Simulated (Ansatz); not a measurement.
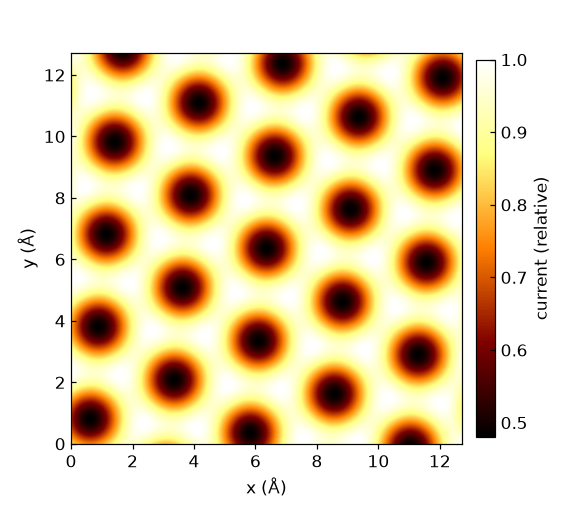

Simulated STM image (constant-height image 3.5 Å above the topmost atom, sample bias +0.50 V).

Images follow the Tersoff–Hamann model: the current is the local density of the sample's states between the Fermi level and the bias, at the tip's centre. Bias windows are sharp sums over the levels of the k mesh.

> What is the lattice of this pattern?

The pattern repeats on a hexagonal lattice with shortest vectors of 3.0 Å at 60° (or 120°), a cell of 7.9 Å², with 2 maxima above 60 % of the range in each cell.

The surface:

TiB2(001) (P6/mmm bulk, 8 atomic planes (those closer than 0.6 Å count as one), 11 Å, Ti-terminated). The brightest spots lie over the sites above the B atoms 1.5 Å below the top plane; the darkest points are over the top Ti atoms.

All numbers here come from DFT PBE, scalar-relativistic, plane waves, PAW in Ansatz. Cutoff 420 eV, 21 × 21 k-points, Gaussian smearing 0.1 eV, dipole correction. The slab is a cut without reconstruction beyond its cell, at the source's lattice constants, with its lower half held fixed and the rest relaxed. No spin polarisation. The run warns that the functional's potential is rough in the thin density of the vacuum, where the tip is; weak contrasts and barriers may feel it.
